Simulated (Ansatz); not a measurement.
# Geometry relaxation of Al₅Ru₄ (part 2 of 2)

The same run, continued: Al₅Ru₄ (slab, 9 atoms in the cell); DFT PBEsol, scalar-relativistic, plane waves, PAW, no spin polarisation (Ansatz 0.2.0); cutoff 420 eV, 11×11×1 k-mesh, Gaussian smearing of 0.1 eV. The structure derives from a Materials Project entry. It belongs to a series of runs on one base structure; here: (0 0 1) slab, atoms relaxed.

Geometry of the input (Å; fractional positions):
```
3.0734  0.0000  0.0000
0.0000  3.0734  0.0000
0.0000  0.0000  26.2400
Ru 0.5000  0.5000  0.2858
Al 0.0000  0.0000  0.3337
Al 0.5000  0.5000  0.3948
Ru 0.0000  0.0000  0.4426
Al 0.5000  0.5000  0.5000
Ru 0.0000  0.0000  0.5574
Al 0.5000  0.5000  0.6052
Al 0.0000  0.0000  0.6663
Ru 0.5000  0.5000  0.7142
```

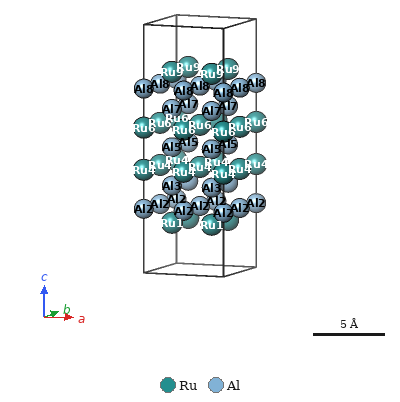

Fig. 1: The geometry at step 2 of the log (spheres-only view of the 2 × 2 repeat of the cell, with the vacuum cut short, seen slightly off an axis; atoms are numbered from 1 in the order of the input).

The program's output, continued:
```
SCF iter   1: F=—  HF=-25890.223440 eV  |F-HF|=—  |Δ(HF+E_count)|=         —  Δρ=1.58e-3  dr2=2.27e-2  ethr=6.05e-4  p=0.000 e·Å  D=3.90e-8 V/Å  ΔV_dip=-0.00 eV  dr2_dipole=1.77e-10  V_vac-E_F(+/−)=4.40/4.40 eV  ⟨swp⟩=2.0  Hψ=1795  notcnv=0  defer=79
efield: sawtooth ramp at fractional position 0.9800 (handed on by an earlier solve), width 0.0400; the density the first Hamiltonian is built on has a dipole p = 0.000 e·Å; the dipole correction subtracts the counter field D = 3.90e-8 V/Å, which shifts the + side's vacuum level by -0.00 eV against the − side's; the planar-averaged density in the ramp window peaks in size at 1.5e-6 e/Å³
preconditioner: auto → LDOS  [metal: Δε(μ)=0.026 eV  Ē_g=5.629 eV  σ=0.100 eV  W_gap=0.14  n_scr=46 (ndim 8)  ℏωp=16.2 eV  f_vac=0.455  D(μ)=4.82/eV (n_scr^D=14)  β→1.0]
SCF iter   2: F=—  HF=-25890.223193 eV  |F-HF|=—  |Δ(HF+E_count)|=   2.47e-4  Δρ=1.16e-3  dr2=1.55e-2  ethr=2.87e-5  p=-0.000 e·Å  D=-2.57e-7 V/Å  ΔV_dip=0.00 eV  dr2_dipole=1.51e-11  V_vac-E_F(+/−)=4.39/4.39 eV  ⟨swp⟩=2.0  Hψ=1624  notcnv=0  defer=80
SCF iter   3: F=—  HF=-25890.221468 eV  |F-HF|=—  |Δ(HF+E_count)|=   1.73e-3  Δρ=3.49e-4  dr2=1.29e-3  ethr=1.96e-5  p=0.000 e·Å  D=9.42e-9 V/Å  ΔV_dip=-0.00 eV  dr2_dipole=2.72e-11  V_vac-E_F(+/−)=4.37/4.37 eV  ⟨swp⟩=2.0  Hψ=1401  notcnv=0  defer=80
SCF iter   4: F=—  HF=-25890.221276 eV  |F-HF|=—  |Δ(HF+E_count)|=   1.91e-4  Δρ=8.11e-5  dr2=3.31e-5  ethr=1.64e-6  p=0.000 e·Å  D=5.98e-9 V/Å  ΔV_dip=-0.00 eV  dr2_dipole=4.20e-13  V_vac-E_F(+/−)=4.37/4.37 eV  ⟨swp⟩=2.0  Hψ=1434  notcnv=0  defer=80
SCF iter   5: F=—  HF=-25890.221284 eV  |F-HF|=—  |Δ(HF+E_count)|=   7.53e-6  Δρ=3.21e-5  dr2=5.69e-6  ethr=4.19e-8  p=0.000 e·Å  D=8.35e-9 V/Å  ΔV_dip=-0.00 eV  dr2_dipole=9.21e-15  V_vac-E_F(+/−)=4.37/4.37 eV  ⟨swp⟩=2.5  Hψ=1813  notcnv=0  defer=79
iter 6 did not close the SCF: its close was put off until two iterations running show no level that it waits for move by more than its bar (scf_convergence_deferred on its scf_iter line)
SCF iter   6: F=-25890.221285 eV  HF=-25890.221284 eV  |F-HF|=9.21e-7  |Δ(HF+E_count)|=   2.08e-7  Δρ=1.24e-5  dr2=3.67e-7  ethr=3.83e-9  p=-0.000 e·Å  D=-1.47e-8 V/Å  ΔV_dip=0.00 eV  dr2_dipole=8.03e-14  V_vac-E_F(+/−)=4.37/4.37 eV  ⟨swp⟩=13.7  Hψ=5193  notcnv=0
iter 7 did not close the SCF: its close was put off until two iterations running show no level that it waits for move by more than its bar (scf_convergence_deferred on its scf_iter line)
SCF iter   7: F=-25890.221285 eV  HF=-25890.221285 eV  |F-HF|=2.47e-9  |Δ(HF+E_count)|=   1.06e-6  Δρ=5.80e-6  dr2=1.08e-7  ethr=4.65e-10  p=0.000 e·Å  D=9.78e-9 V/Å  ΔV_dip=-0.00 eV  dr2_dipole=4.49e-14  V_vac-E_F(+/−)=4.37/4.37 eV  ⟨swp⟩=5.7  Hψ=4027  notcnv=0
SCF iter   8: F=-25890.221285 eV  HF=-25890.221285 eV  |F-HF|=1.57e-8  |Δ(HF+E_count)|=   5.11e-8  Δρ=1.87e-6  dr2=1.27e-8  ethr=1.36e-10  p=-0.000 e·Å  D=-8.92e-9 V/Å  ΔV_dip=0.00 eV  dr2_dipole=1.84e-14  V_vac-E_F(+/−)=4.37/4.37 eV  ⟨swp⟩=3.8  Hψ=3232  notcnv=0
SCF 3 converged in 8 iterations: F = -25890.221285 eV  dr2 = 1.27e-8
  greatest PAW one-centre occupation: 1.000 electrons in one spin orbital (limit 2), on the Ru atom at site 0 (counted from 0), in its partial waves of l = 0
relax step   3: F+E_penalty+E_count = -25890.22128517 eV  Δ(F+E_penalty+E_count) = -4.664e-3 eV  max|allowed force component| = 6.022e-2 eV/Å  Δτ_max = 0.0215 Å  (8 SCF iters, dr2 threshold 3.02e-6 eV, accepted)
SCF iter   1: F=—  HF=-25890.221851 eV  |F-HF|=—  |Δ(HF+E_count)|=         —  Δρ=5.41e-4  dr2=2.49e-3  ethr=2.07e-5  p=-0.000 e·Å  D=-8.92e-9 V/Å  ΔV_dip=0.00 eV  dr2_dipole=8.29e-12  V_vac-E_F(+/−)=4.36/4.36 eV  ⟨swp⟩=2.0  Hψ=1854  notcnv=0  defer=60
efield: sawtooth ramp at fractional position 0.9800 (handed on by an earlier solve), width 0.0400; the density the first Hamiltonian is built on has a dipole p = -0.000 e·Å; the dipole correction subtracts the counter field D = -8.92e-9 V/Å, which shifts the + side's vacuum level by +0.00 eV against the − side's; the planar-averaged density in the ramp window peaks in size at 1.3e-6 e/Å³
preconditioner: auto → LDOS  [metal: Δε(μ)=0.033 eV  Ē_g=5.645 eV  σ=0.100 eV  W_gap=0.19  n_scr=46 (ndim 8)  ℏωp=16.2 eV  f_vac=0.456  D(μ)=4.85/eV (n_scr^D=14)  β→1.0]
SCF iter   2: F=—  HF=-25890.221822 eV  |F-HF|=—  |Δ(HF+E_count)|=   2.93e-5  Δρ=3.91e-4  dr2=1.54e-3  ethr=3.16e-6  p=0.000 e·Å  D=7.11e-8 V/Å  ΔV_dip=-0.00 eV  dr2_dipole=2.54e-11  V_vac-E_F(+/−)=4.36/4.36 eV  ⟨swp⟩=2.1  Hψ=1527  notcnv=0  defer=71
SCF iter   3: F=—  HF=-25890.221686 eV  |F-HF|=—  |Δ(HF+E_count)|=   1.36e-4  Δρ=1.42e-4  dr2=2.44e-4  ethr=1.94e-6  p=-0.000 e·Å  D=-3.62e-8 V/Å  ΔV_dip=0.00 eV  dr2_dipole=4.45e-14  V_vac-E_F(+/−)=4.37/4.37 eV  ⟨swp⟩=2.0  Hψ=1400  notcnv=0  defer=71
SCF iter   4: F=—  HF=-25890.221669 eV  |F-HF|=—  |Δ(HF+E_count)|=   1.69e-5  Δρ=3.15e-5  dr2=7.84e-6  ethr=3.08e-7  p=-0.000 e·Å  D=-3.68e-8 V/Å  ΔV_dip=0.00 eV  dr2_dipole=6.17e-14  V_vac-E_F(+/−)=4.37/4.37 eV  ⟨swp⟩=2.1  Hψ=1437  notcnv=0  defer=71
SCF iter   5: F=—  HF=-25890.221614 eV  |F-HF|=—  |Δ(HF+E_count)|=   5.55e-5  Δρ=9.02e-6  dr2=3.80e-7  ethr=9.92e-9  p=-0.000 e·Å  D=-2.24e-8 V/Å  ΔV_dip=0.00 eV  dr2_dipole=1.56e-12  V_vac-E_F(+/−)=4.37/4.37 eV  ⟨swp⟩=2.3  Hψ=1470  notcnv=0  defer=71
SCF iter   6: F=-25890.221614 eV  HF=-25890.221614 eV  |F-HF|=1.21e-7  |Δ(HF+E_count)|=   2.39e-7  Δρ=3.83e-6  dr2=4.72e-8  ethr=1.27e-10  p=-0.000 e·Å  D=-1.21e-8 V/Å  ΔV_dip=0.00 eV  dr2_dipole=2.56e-13  V_vac-E_F(+/−)=4.37/4.37 eV  ⟨swp⟩=12.0  Hψ=4965  notcnv=0
SCF 4 converged in 6 iterations: F = -25890.221614 eV  dr2 = 4.72e-8
relax step   4: F+E_penalty+E_count = -25890.22161405 eV  Δ(F+E_penalty+E_count) = -3.289e-4 eV  max|allowed force component| = 4.533e-3 eV/Å  Δτ_max = 0.0052 Å  (6 SCF iters, accepted)
SCF converged after 6 iterations
Free energy (F): -25890.221614 eV
Harris-Foulkes:  -25890.221614 eV  (|F-HF|=1.21e-7)
Internal energy: -25890.197418 eV  (E = F + TS)
E sigma→0 (E₀):  -25890.209516 eV
Entropy (-TS):   -0.024196 eV (-2.688 meV/atom)
Fermi energy:    5.201827 eV
Dipole field:    D = 0.000001 V/Å  (p = 0.000001 e·Å, saw-weighted, corrected)
Work function:   Φ+ = 4.3716 eV   Φ− = 4.3716 eV
Levels:          The Fermi level and band energies are counted from a zero that moves with the ramp; work functions are not
--- Per-component energies (eV) ---
  E_band       = -1292.169897
  E_kinetic    = 2200.126249
  E_local      = -70254.921263  (includes V_loc(G=0)·N_el)
  E_nonlocal   = 1441.565118
  E_hartree    = 33673.306127
  E_xc         = -960.910430
  E_vxc        = -1107.987285  (∫ρ·V_xc dr)
  E_paw        = -15878.476408  (= ΣΔE_a)
  E_vpaw       = -917.536201  (= ΣTr[D̂ρ^β])
  E_aug_tail   = -0.000774  (compensation charges beyond the density's cutoff)
  E_efield     = 0.000000  (sawtooth field / dipole correction)
  E_vefield    = -0.000000  (∫n·V_field dr)
  E_ewald      = 23888.005084
  E_core_change = 1.108879  (= ΣΔE_core)
  E_smearing   = -0.024196  (= −TS)
  E_closure    = -0.000000  (closes the sum)
  Σ components = -25890.221614   (vs F -25890.221614, Δ=0.00e0)
--- Forces (eV/Å), atoms counted from 1 ---
  atom   1  Ru     0.00000000     0.00000000     0.00196903
  atom   2  Al     0.00000000     0.00000000    -0.00453259
  atom   3  Al    -0.00000000     0.00000000     0.00322281
  atom   4  Ru    -0.00000000     0.00000000    -0.00432748
  atom   5  Al    -0.00000000     0.00000000     0.00000008
  atom   6  Ru     0.00000000     0.00000000     0.00432669
  atom   7  Al     0.00000000     0.00000000    -0.00322053
  atom   8  Al    -0.00000000     0.00000000     0.00453087
  atom   9  Ru     0.00000000     0.00000000    -0.00196918
  max |Σ_I F_I| component: 2.91e-7 eV/Å
--- Band table (eV; the first three rows and the last of 21) ---
  k-point 0: bands = ["-66.5187", "-66.5118", "-66.1951", "-66.1950", "-36.6137", "-36.5425", "-36.5425", "-36.5344", "-36.5344", "-36.5189", "-36.2636", "-36.2636", "-36.2166", "-36.2166", "-36.2166", "-36.2166", "-4.8537", "-4.5012", "-2.9755", "-1.4631", "0.1146", "0.6927", "1.4939", "1.7441", "2.1008", "2.3978", "2.4112", "3.7453", "3.7453", "3.8439", "3.9681", "4.4231", "4.4231", "4.7525", "4.7525", "4.8886", "4.8886", "5.0731", "5.1963", "5.4874", "5.4876", "5.7564", "5.7623", "8.3393", "9.4134", "9.8592", "10.1094", "10.1094", "10.5906"]
  k-point 1: bands = ["-66.5178", "-66.5109", "-66.1942", "-66.1942", "-36.6122", "-36.5554", "-36.5470", "-36.5414", "-36.5333", "-36.5177", "-36.2624", "-36.2624", "-36.2290", "-36.2290", "-36.2156", "-36.2156", "-4.7156", "-4.3742", "-2.8533", "-1.3100", "0.2141", "0.8245", "1.5457", "1.7841", "2.1385", "2.4404", "2.4653", "3.4389", "3.7754", "3.9580", "4.0002", "4.1495", "4.4422", "4.5433", "4.7097", "4.7500", "4.8952", "4.8956", "5.0377", "5.3553", "5.3556", "5.9802", "6.0068", "8.4193", "9.2778", "9.5362", "9.8663", "10.0567", "10.3500"]
  k-point 2: bands = ["-66.5155", "-66.5086", "-66.1919", "-66.1919", "-36.6083", "-36.5898", "-36.5807", "-36.5385", "-36.5303", "-36.5144", "-36.2636", "-36.2636", "-36.2577", "-36.2577", "-36.2129", "-36.2129", "-4.3096", "-4.0001", "-2.5019", "-0.8710", "0.4585", "1.1860", "1.6711", "1.8248", "2.1125", "2.4761", "2.6005", "3.1488", "3.6887", "3.8575", "3.8593", "3.9023", "4.3898", "4.4040", "4.4310", "4.4480", "4.6829", "4.7605", "4.8903", "5.0718", "5.0774", "6.2993", "6.3228", "8.0993", "8.2104", "9.3700", "9.8583", "10.2097", "10.4521"]
  k-point 20: bands = ["-66.4973", "-66.4906", "-66.1742", "-66.1742", "-36.6809", "-36.6806", "-36.6708", "-36.6706", "-36.5798", "-36.4899", "-36.3518", "-36.3518", "-36.3515", "-36.3515", "-36.2347", "-36.2347", "-0.8758", "-0.2210", "0.3886", "0.5276", "0.7665", "0.8451", "1.1304", "1.1644", "1.8120", "2.0025", "2.6013", "3.0742", "3.1072", "3.2665", "3.3622", "3.7205", "4.0799", "4.1043", "5.8309", "5.9699", "6.1671", "6.2609", "6.2754", "6.4863", "6.6956", "6.8062", "6.9454", "7.4558", "7.5775", "7.7351", "7.9354", "8.0973", "9.2022"]
--- Relaxed structure (4 steps of the walk, 4 accepted, 0 SCFs on fresh bases) ---
  F+E_penalty+E_count = -25890.22161405 eV   max|allowed force component| = 4.533e-3 eV/Å
  atoms:
    - { symbol: Ru, position: [0.49999999999999994, 0.49999999999999994, 0.29307120797603226] }
    - { symbol: Al, position: [-3.6554718966862815e-35, 0.0, 0.3347549357136999] }
    - { symbol: Al, position: [0.49999999999999994, 0.49999999999999994, 0.3942956485348395] }
    - { symbol: Ru, position: [4.1776821676414653e-35, 0.0, 0.44249067024445676] }
    - { symbol: Al, position: [0.49999999999999994, 0.49999999999999994, 0.49999999722282895] }
    - { symbol: Ru, position: [-4.517118843762335e-34, 0.0, 0.5575093265622603] }
    - { symbol: Al, position: [0.49999999999999994, 0.49999999999999994, 0.6057043437520002] }
    - { symbol: Al, position: [-5.378765790838388e-34, 0.0, 0.6652450718384152] }
    - { symbol: Ru, position: [0.49999999999999994, 0.49999999999999994, 0.7069287981554666] }
```

Trajectory as extended XYZ (Å, eV, eV/Å), 4 frames, from step=1 to step=4:
```
9
Lattice="3.0734 0.0000 0.0000 0.0000 3.0734 0.0000 0.0000 0.0000 26.2400" Properties=species:S:1:pos:R:3:forces:R:3 step=1 energy=-25889.98188
Ru    1.5367    1.5367    7.5000    0.0000   0.0000   1.3119
Al    0.0000    0.0000    8.7554    0.0000   0.0000  -0.9156
Al    1.5367    1.5367   10.3589    0.0000   0.0000  -0.2201
Ru    0.0000    0.0000   11.6142    0.0000   0.0000  -0.1757
Al    1.5367    1.5367   13.1200    0.0000   0.0000   0.0000
Ru    0.0000    0.0000   14.6258    0.0000   0.0000   0.1757
Al    1.5367    1.5367   15.8812    0.0000   0.0000   0.2201
Al    0.0000    0.0000   17.4847    0.0000   0.0000   0.9156
Ru    1.5367    1.5367   18.7400    0.0000   0.0000  -1.3119
9
Lattice="3.0734 0.0000 0.0000 0.0000 3.0734 0.0000 0.0000 0.0000 26.2400" Properties=species:S:1:pos:R:3:forces:R:3 step=2 energy=-25890.21662
Ru    1.5367    1.5367    7.6944    0.0000   0.0000   0.0498
Al    0.0000    0.0000    8.7976    0.0000   0.0000  -0.0514
Al    1.5367    1.5367   10.3626    0.0000   0.0000  -0.2200
Ru    0.0000    0.0000   11.6061    0.0000   0.0000   0.2080
Al    1.5367    1.5367   13.1200    0.0000   0.0000   0.0000
Ru    0.0000    0.0000   14.6339    0.0000   0.0000  -0.2080
Al    1.5367    1.5367   15.8775    0.0000   0.0000   0.2200
Al    0.0000    0.0000   17.4425    0.0000   0.0000   0.0514
Ru    1.5367    1.5367   18.5456    0.0000   0.0000  -0.0498
9
Lattice="3.0734 0.0000 0.0000 0.0000 3.0734 0.0000 0.0000 0.0000 26.2400" Properties=species:S:1:pos:R:3:forces:R:3 step=3 energy=-25890.22128
Ru    1.5367    1.5367    7.6859    0.0000   0.0000   0.0114
Al    0.0000    0.0000    8.7799    0.0000   0.0000  -0.0111
Al    1.5367    1.5367   10.3411    0.0000   0.0000   0.0602
Ru    0.0000    0.0000   11.6110    0.0000   0.0000  -0.0488
Al    1.5367    1.5367   13.1200    0.0000   0.0000   0.0000
Ru    0.0000    0.0000   14.6290    0.0000   0.0000   0.0488
Al    1.5367    1.5367   15.8989    0.0000   0.0000  -0.0602
Al    0.0000    0.0000   17.4601    0.0000   0.0000   0.0110
Ru    1.5367    1.5367   18.5542    0.0000   0.0000  -0.0114
9
Lattice="3.0734 0.0000 0.0000 0.0000 3.0734 0.0000 0.0000 0.0000 26.2400" Properties=species:S:1:pos:R:3:forces:R:3 step=4 energy=-25890.22161
Ru    1.5367    1.5367    7.6902    0.0000   0.0000   0.0020
Al    0.0000    0.0000    8.7840    0.0000   0.0000  -0.0045
Al    1.5367    1.5367   10.3463    0.0000   0.0000   0.0032
Ru    0.0000    0.0000   11.6110    0.0000   0.0000  -0.0043
Al    1.5367    1.5367   13.1200    0.0000   0.0000   0.0000
Ru    0.0000    0.0000   14.6291    0.0000   0.0000   0.0043
Al    1.5367    1.5367   15.8937    0.0000   0.0000  -0.0032
Al    0.0000    0.0000   17.4561    0.0000   0.0000   0.0045
Ru    1.5367    1.5367   18.5498    0.0000   0.0000  -0.0020
```

Results in brief:

| quantity | value |
| --- | --- |
| outcome | converged |
| electrons treated | 79 |
| free energy | −25890.2216 eV |
| work function, top face | 4.37 eV |
| work function, bottom face | 4.37 eV |
| Fermi energy | 5.202 eV |
| gap on the k-point mesh | none (metallic) |
| final volume | 247.85 Å³ |
| work function (upper face) | 4.37 eV |
| largest force (length of the vector) at the end | 0.005 eV/Å |
| hardware | 1 thread of Intel Xeon @ 2.50GHz (Skylake/Cascade Lake), 189 GiB of memory available, shared host |
| wall time | 3.6 min |
| peak memory | 0.56 GiB |
